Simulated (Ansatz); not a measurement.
## Single-point calculation, with input and output: MoS2 (part 2 of 2)

Continued. System: MoS2 (Fm-3m, 3 atoms in the cell). Method: independent-particle optics of PBE with spin-orbit coupling bands, plane waves, PAW (Ansatz 0.2.0); cutoff 420 eV, 4×4×4 k-mesh, Fermi–Dirac smearing of 0.02 eV. The structure was built on a prototype by a generator. The geometry comes from this level: r2SCAN.

Geometry of the input (Å; fractional positions):
```
0.0000  2.9324  2.9324
2.9324  0.0000  2.9324
2.9324  2.9324  0.0000
Mo 0.0000  0.0000  0.0000
S  0.2500  0.2500  0.2500
S  0.7500  0.7500  0.7500
```

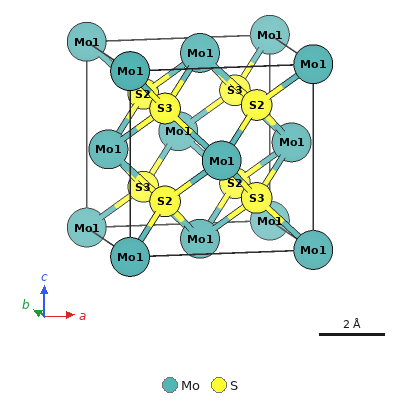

Figure 1. The input geometry (ball-and-stick view of the cell 4 times as large as that of the calculation, set on its symmetry axes, seen slightly off an axis; atoms are numbered from 1 in the order of the input). An atom can appear more than once, as a periodic image.

Output, continued
```
  k-point 2: bands = ["-48.9374", "-48.9374", "-24.7644", "-24.7644", "-22.2921", "-22.2921", "-22.2663", "-22.2663", "-1.6857", "-1.6857", "-1.1226", "-1.1226", "6.8624", "6.8624", "6.8717", "6.8717", "8.2478", "8.2478", "8.9464", "8.9464", "8.9650", "8.9650", "9.0871", "9.0871", "11.5451", "11.5451", "11.6285", "11.6285", "13.6498", "13.6498", "15.9274", "15.9274", "16.0710", "16.0710", "18.8874", "18.8874", "21.0664", "21.0664", "21.4210", "21.4210", "21.6208", "21.6208", "23.9570", "23.9570", "23.9757", "23.9757", "24.4961", "24.4961", "24.5428", "24.5428", "25.6120", "25.6120", "25.6210", "25.6210"]
  k-point 7: bands = ["-48.9369", "-48.9369", "-24.7687", "-24.7687", "-22.2908", "-22.2908", "-22.2805", "-22.2805", "-1.1692", "-1.1692", "-1.1380", "-1.1380", "5.4546", "5.4546", "5.6379", "5.6379", "8.2332", "8.2332", "8.2587", "8.2587", "9.5858", "9.5858", "11.9611", "11.9611", "12.4897", "12.4897", "12.5432", "12.5432", "14.0064", "14.0064", "14.0774", "14.0774", "15.9584", "15.9584", "18.8539", "18.8539", "18.9787", "18.9787", "20.9822", "20.9822", "21.0183", "21.0183", "24.3461", "24.3461", "24.3550", "24.3550", "25.1039", "25.1039", "25.2188", "25.2188", "25.6356", "25.6356", "26.3854", "26.3854"]
```

File rho_z.tsv
```
# z_ang	rho[e/angstrom^3]	m_x[e/angstrom^3]	m_y[e/angstrom^3]	m_z[e/angstrom^3]	m_norm[e/angstrom^3]
# format = ansatz-planar-average/11
# lattice	0.000000000	2.932396855	2.932396855
# lattice	2.932396855	0.000000000	2.932396855
# lattice	2.932396855	2.932396855	0.000000000
# sites	3
# site	42	0.000000000	0.000000000	0.000000000
# site	16	1.466198428	1.466198428	1.466198428
# site	16	4.398595283	4.398595283	4.398595283
0.000000	9.494688e-1	0.000000e0	0.000000e0	0.000000e0	0.000000e0
0.138235	9.399148e-1	0.000000e0	0.000000e0	0.000000e0	0.000000e0
0.276469	9.061566e-1	0.000000e0	0.000000e0	0.000000e0	0.000000e0
0.414704	8.395805e-1	0.000000e0	0.000000e0	0.000000e0	0.000000e0
0.552938	7.410138e-1	0.000000e0	0.000000e0	0.000000e0	0.000000e0
0.691173	6.257647e-1	0.000000e0	0.000000e0	0.000000e0	0.000000e0
0.829407	5.161063e-1	0.000000e0	0.000000e0	0.000000e0	0.000000e0
0.967642	4.297572e-1	0.000000e0	0.000000e0	0.000000e0	0.000000e0
1.105876	3.725012e-1	0.000000e0	0.000000e0	0.000000e0	0.000000e0
1.244111	3.384755e-1	0.000000e0	0.000000e0	0.000000e0	0.000000e0
1.382345	3.172694e-1	0.000000e0	0.000000e0	0.000000e0	0.000000e0
1.520580	3.005369e-1	0.000000e0	0.000000e0	0.000000e0	0.000000e0
1.658814	2.839583e-1	0.000000e0	0.000000e0	0.000000e0	0.000000e0
1.797049	2.675557e-1	0.000000e0	0.000000e0	0.000000e0	0.000000e0
1.935283	2.549236e-1	0.000000e0	0.000000e0	0.000000e0	0.000000e0
2.073518	2.501567e-1	0.000000e0	0.000000e0	0.000000e0	0.000000e0
2.211752	2.549236e-1	0.000000e0	0.000000e0	0.000000e0	0.000000e0
2.349987	2.675557e-1	0.000000e0	0.000000e0	0.000000e0	0.000000e0
2.488221	2.839583e-1	0.000000e0	0.000000e0	0.000000e0	0.000000e0
2.626456	3.005369e-1	0.000000e0	0.000000e0	0.000000e0	0.000000e0
2.764690	3.172694e-1	0.000000e0	0.000000e0	0.000000e0	0.000000e0
2.902925	3.384755e-1	0.000000e0	0.000000e0	0.000000e0	0.000000e0
3.041159	3.725012e-1	0.000000e0	0.000000e0	0.000000e0	0.000000e0
3.179394	4.297572e-1	0.000000e0	0.000000e0	0.000000e0	0.000000e0
3.317628	5.161063e-1	0.000000e0	0.000000e0	0.000000e0	0.000000e0
3.455863	6.257647e-1	0.000000e0	0.000000e0	0.000000e0	0.000000e0
3.594097	7.410138e-1	0.000000e0	0.000000e0	0.000000e0	0.000000e0
3.732332	8.395805e-1	0.000000e0	0.000000e0	0.000000e0	0.000000e0
3.870566	9.061566e-1	0.000000e0	0.000000e0	0.000000e0	0.000000e0
4.008801	9.399148e-1	0.000000e0	0.000000e0	0.000000e0	0.000000e0
```

File v_z.tsv
```
# z_ang	v_es[eV]	v_tot[eV]	b_x[eV]	b_y[eV]	b_z[eV]
# format = ansatz-planar-average/11
# xc	pbe
# density_cutoff_ev	1680
# datasets	Mo=:simpson_from_first_knot:soft	S=:simpson_from_first_knot:soft
# lattice	0.000000000	2.932396855	2.932396855
# lattice	2.932396855	0.000000000	2.932396855
# lattice	2.932396855	2.932396855	0.000000000
# sites	3
# site	42	0.000000000	0.000000000	0.000000000
# site	16	1.466198428	1.466198428	1.466198428
# site	16	4.398595283	4.398595283	4.398595283
0.000000	-5.205852e-1	-1.392875e1	0.000000e0	0.000000e0	0.000000e0
0.138235	-5.398456e-1	-1.391554e1	0.000000e0	0.000000e0	0.000000e0
0.276469	-4.862490e-1	-1.374815e1	0.000000e0	0.000000e0	0.000000e0
0.414704	-1.523483e-1	-1.321745e1	0.000000e0	0.000000e0	0.000000e0
0.552938	6.056311e-1	-1.221186e1	0.000000e0	0.000000e0	0.000000e0
0.691173	1.771414e0	-1.074331e1	0.000000e0	0.000000e0	0.000000e0
0.829407	3.169141e0	-8.961660e0	0.000000e0	0.000000e0	0.000000e0
0.967642	4.576737e0	-7.093330e0	0.000000e0	0.000000e0	0.000000e0
1.105876	5.833292e0	-5.318341e0	0.000000e0	0.000000e0	0.000000e0
1.244111	6.896571e0	-3.753899e0	0.000000e0	0.000000e0	0.000000e0
1.382345	7.854218e0	-2.380851e0	0.000000e0	0.000000e0	0.000000e0
1.520580	8.858049e0	-9.987258e-1	0.000000e0	0.000000e0	0.000000e0
1.658814	9.979661e0	4.619480e-1	0.000000e0	0.000000e0	0.000000e0
1.797049	1.110867e1	1.810878e0	0.000000e0	0.000000e0	0.000000e0
1.935283	1.198773e1	2.817096e0	0.000000e0	0.000000e0	0.000000e0
2.073518	1.232786e1	3.210448e0	0.000000e0	0.000000e0	0.000000e0
2.211752	1.198773e1	2.817096e0	0.000000e0	0.000000e0	0.000000e0
2.349987	1.110867e1	1.810878e0	0.000000e0	0.000000e0	0.000000e0
2.488221	9.979661e0	4.619480e-1	0.000000e0	0.000000e0	0.000000e0
2.626456	8.858049e0	-9.987258e-1	0.000000e0	0.000000e0	0.000000e0
2.764690	7.854218e0	-2.380851e0	0.000000e0	0.000000e0	0.000000e0
2.902925	6.896571e0	-3.753899e0	0.000000e0	0.000000e0	0.000000e0
3.041159	5.833292e0	-5.318341e0	0.000000e0	0.000000e0	0.000000e0
3.179394	4.576737e0	-7.093330e0	0.000000e0	0.000000e0	0.000000e0
3.317628	3.169141e0	-8.961660e0	0.000000e0	0.000000e0	0.000000e0
3.455863	1.771414e0	-1.074331e1	0.000000e0	0.000000e0	0.000000e0
3.594097	6.056311e-1	-1.221186e1	0.000000e0	0.000000e0	0.000000e0
3.732332	-1.523483e-1	-1.321745e1	0.000000e0	0.000000e0	0.000000e0
3.870566	-4.862490e-1	-1.374815e1	0.000000e0	0.000000e0	0.000000e0
4.008801	-5.398456e-1	-1.391554e1	0.000000e0	0.000000e0	0.000000e0
```

File optics_head.txt
```
# E[eV]	eps2_interband_xx	eps2_interband_yy	eps2_interband_zz	eps2_interband_xy	eps2_interband_xz	eps2_interband_yz	eps1_interband_xx	eps1_interband_yy	eps1_interband_zz	eps1_interband_xy	eps1_interband_xz	eps1_interband_yz	eps2_xx	eps2_yy	eps2_zz	eps2_xy	eps2_xz	eps2_yz	eps1_xx	eps1_yy	eps1_zz	eps1
# format = ansatz-optics/6
# intraband_term = drude
# n_periodic_directions = 3
# eps1_interband_at_0(xx yy zz xy xz yz) = 792.779513 792.779513 792.779513 -0.000000 -0.000000 -0.000000
# k_sum = mesh_cells
# eps2_relative_error = 0.0031
# drude_weight_relative_error = 0.1140
# eps1_interband_at_0_relative_error = 0.0103
# f_sum_interband_n_eff(xx yy zz) = 17.819003 17.819003 17.819003
# f_sum_interband_n_eff_momentum_only(xx yy zz) = 19.362203 19.362203 19.362203
# fermi_ev = 12.053683
# fermi_mp_grid = 4 4 4
# fermi_mp_shift = 0 0 0
# occupation_method = fermi_dirac
# smearing_width_ev = 2e-2
# drude_damping_ev = 0e0
# drude_plasma_energy_squared_ev2(xx yy zz xy xz yz) = 23.325388 23.325388 23.325388 0.000000 -0.000000 0.000000
# drude_plasma_energy_ev(xx yy zz) = 4.829636 4.829636 4.829636
# f_sum_intraband_n_eff(xx yy zz) = 0.853125 0.853125 0.853125
# unresolved_interband_energy_squared_ev2(xx yy zz xy xz yz) = 0.000000 0.000000 0.000000 0.000000 0.000000 0.000000
# f_sum_unresolved_interband_n_eff(xx yy zz) = 0.000000 0.000000 0.000000
# f_sum_n_eff(xx yy zz) = 18.672128 18.672128 18.672128 of n_electrons = 26.000000
# loss_f_sum_n_eff(xx yy zz) = 18.671855 18.671855 18.671855
# perfect_screening_sum(xx yy zz) = 1.000000 1.000000 1.000000
# perfect_screening_sum_on_rows(xx yy zz) = 0.999994 0.999994 0.999994
# perfect_screening_limit(xx yy zz) = 1.000000 1.000000 1.000000
# the maxima of the summed bands' own loss function (the loss_summed_bands columns) are measured between the rows too: peak_sampling_summed_bands says what part of their heights the rows count for, and missed_extrema_summed_bands lists those of which they count for under four fifths, the half width
# peak_sampling_summed_bands_xx(least_part_sampled least_sampled_at_ev n_extrema n_missed) = 9.879974e-1 1.641143000196126 16 0
# peak_sampling_summed_bands_yy(least_part_sampled least_sampled_at_ev n_extrema n_missed) = 9.879974e-1 1.6411430001961247 16 0
# peak_sampling_summed_bands_zz(least_part_sampled least_sampled_at_ev n_extrema n_missed) = 9.879974e-1 1.6411430001961258 16 0
# n_bands = 54
# the loss_summed_bands columns' heights are not shown to be converged in n_bands (the SCF's count)
# valid_up_to_ev = 13.692495
# evaluated_top_ev = 79.000000
# all_electron_strengths = true
```

Summary

- outcome: converged
- space group (tolerance 0.01 Å): Fm-3m (225)
- electrons treated: 26
- free energy: −6761.8114 eV
- Fermi energy: 12.121 eV
- band gap: none (metallic)
- net moment of the cell: 0.00 μB
- integrated absolute moment: 0.00 μB
- wall time: 64 s (CPU time 2.6 min)
- peak memory: 0.77 GiB

Remarks

Warnings of the run: the optical spectrum is taken on partly filled bands.
